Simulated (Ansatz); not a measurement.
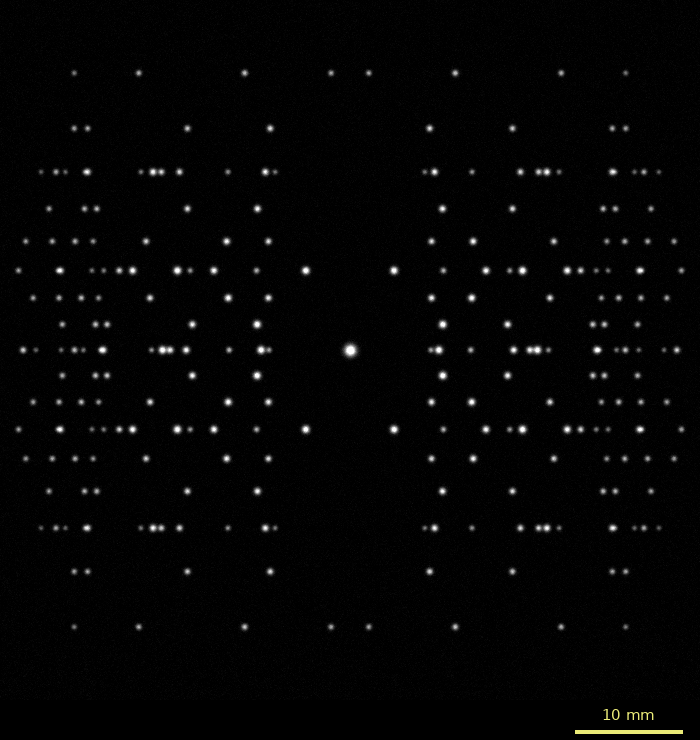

Simulated X-ray rotation photograph: Mo Kα radiation (λ = 0.7107 Å), cylindrical film of radius 28.65 mm unrolled, rotation axis vertical and normal to the beam, kinematic intensities without Lorentz or polarisation factors, the film spanning ±63° about the beam; spots down to d = 0.68 Å.

> What lattice repeat along the rotation axis do the layer lines give?

The first layer line lies 2.4 mm from the equator, so tan ν = 0.084, sin ν = 0.084 and the period is λ/sin ν = 8.45 Å. Further lines follow at 4.9, 7.5, 10.2, 13.3, 16.7, 20.9, 26.1 mm.

The crystal is Nb, space group P6/mmm (No. 191), a = 4.878 Å, c = 2.676 Å (hexagonal axes). Structure: the end point of a relaxation with DFT, r2SCAN, plane waves (500 eV) with PAW, scalar-relativistic (Ansatz); the starting structure was generated, so it need not be a known form of this composition.

> About which axis was it rotated?

About [210] (or an equivalent direction), whose length in the conventional cell is 8.449 Å.
